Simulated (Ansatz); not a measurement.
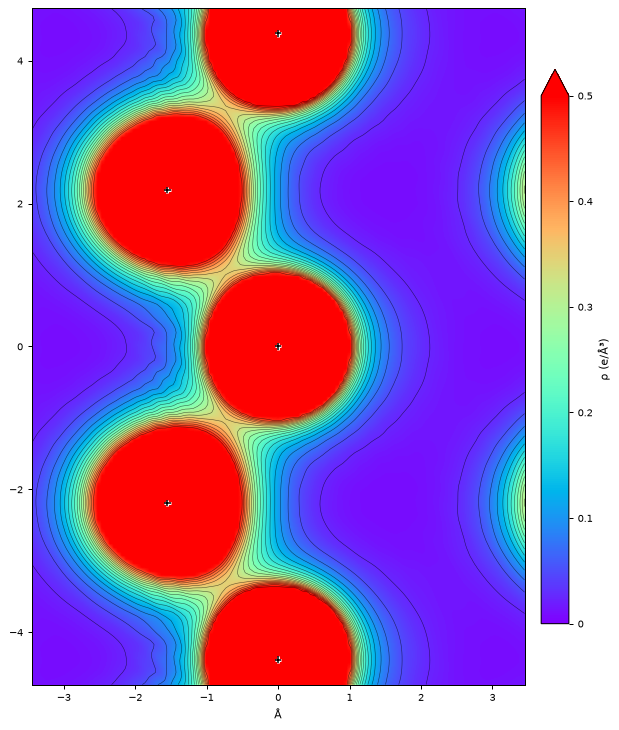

The valence pseudo-density on a plane through atoms (crosses mark nuclei in the plane).

Computed with DFT, PBE, plane waves, PAW in Ansatz.

Candidates:
A. SiO₂, a = 4.24 Å, b = 4.24 Å, c = 2.69 Å, α = 90.00°, β = 90.00°, γ = 90.00°. Space group P4₂/mnm; started from the measured structure prototype, which need not be the ambient phase.
B. CdSe, a = 6.20 Å, b = 6.20 Å, c = 6.20 Å, α = 90.00°, β = 90.00°, γ = 90.00°. Space group F-43m; a structure from a database of computed crystals, not necessarily the ambient phase; started from the database structure prototype, which need not be the ambient phase.

Question: Which candidate gave the map?

Answer: Candidate B: CdSe on the (011) plane of the conventional cell, which holds Cd and Se. Cd–Se (2.68 Å): the density is about 0.35 e/Å³ at the midpoint.
